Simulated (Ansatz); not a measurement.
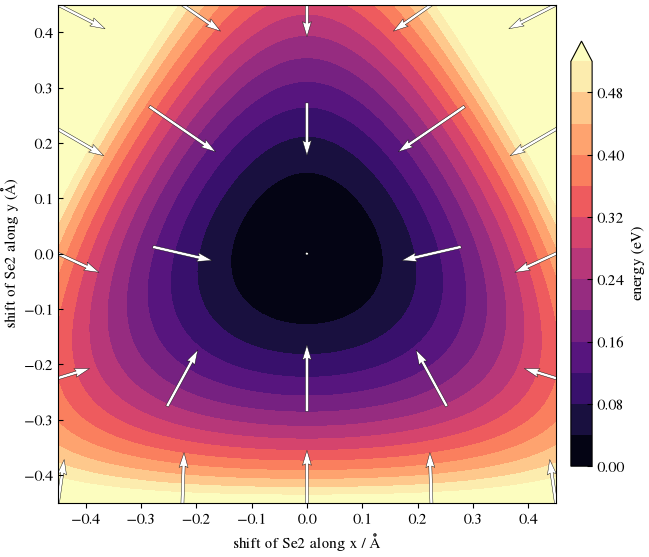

Energy landscape of SnSe₂ (P-3m1, No. 164; 3 atoms in the cell). 
- Atom Se2 is moved over a plane while all other atoms and the cell stay fixed (its periodic images move with it) (x along [1 0 0], y along [1 2 0], z along [0 0 1] of the conventional cell).
- First axis: shift of Se2 along x. Second axis: shift of Se2 along y.
- The scan uses a 5 × 5 grid; 15 points were computed and 10 follow by symmetry.
- Energies are in eV per cell, from the lowest grid point.
- The reference cell is the one listed in the database, not relaxed at this level.
- Theory: Ansatz, DFT PBE, scalar-relativistic, plane waves, PAW. Settings: cutoff 420 eV, k-mesh 12×12×6 in the order of the run's cell vectors, gaussian smearing 0.05 eV, no spin polarisation.

In the figure: filled contours, arrows along the force (downhill), their lengths compressed, one colour for all values above the top of the scale. Between grid points the surface is interpolated. 

Q: What does the map say about the system?

A: The lowest grid point is at shift of Se2 along x = 0.000 Å, shift of Se2 along y = 0.000 Å. No other kind of well shows on this grid. The highest grid point, shift of Se2 along x = −0.450 Å, shift of Se2 along y = 0.450 Å, lies 1.15 eV above the lowest. Near the minimum the well is nearly round, with a curvature of about 4.1 eV/Å².
